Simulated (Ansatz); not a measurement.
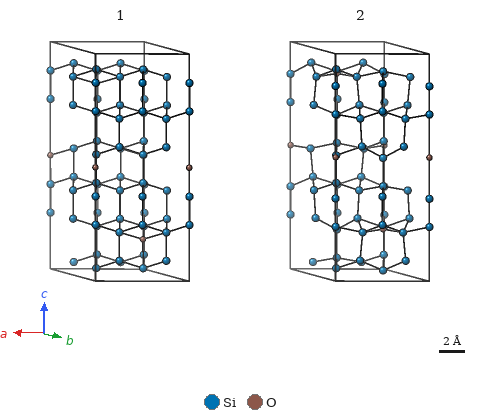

Two geometries of a defect cell of composition Si16O, drawn at one scale. One is the start of a relaxation, the other its converged end. A ball-and-stick model of the conventional cell (3 times the calculation's cell) (origin shifted), seen from a free direction. Lengths and directions refer to the drawn axes.

Theory: Ansatz 0.2.0, DFT PBEsol, scalar-relativistic, plane waves, PAW. Set-up: plane-wave cutoff 420 eV; k-point mesh 2 × 2 × 2; occupations fermi dirac; smearing width 0.05 eV; collinear spin; atoms relaxed in a fixed cell; force threshold 0.08 eV/Å; at most 25 steps.

Which geometry has the lower energy?

Answer. Structure 2 is the relaxed one. It is an interstitial O in diamond Si. The run prepares the start of a later molecular dynamics calculation, from a guessed geometry. The atom that moves furthest is the O atom (0.83 Å along +c). By element the largest moves are O 0.83 Å, Si 0.31 Å. The cell stays as it was. Among the contacts that change: O–Si 2.402 → 3.411 Å, O–Si 2.356 → 1.913 Å, O–Si 2.310 → 1.914 Å, Si–Si 2.351 → 2.607 Å. Among the angles between lasting bonds that change: Si–Si–Si 109.5° → 87.8°, Si–Si–Si 109.5° → 125.9°, Si–Si–Si 109.5° → 122.6°. After 7 geometry steps the energy has fallen by 1.347 eV per cell of the calculation. Largest force component: 0.44 eV/Å at the start, 0.034 eV/Å at the end. The program noted that the starting moments weren't kept. The run took 2.3 min on 1 thread of Arm Neoverse V1, with other jobs on the host, peak memory 0.69 GiB.

Limits of the set-up: the k-point mesh is coarse for a cell with partly filled bands; the periodic images lie only 7.7 Å apart, so the values are limited by the cell's size.
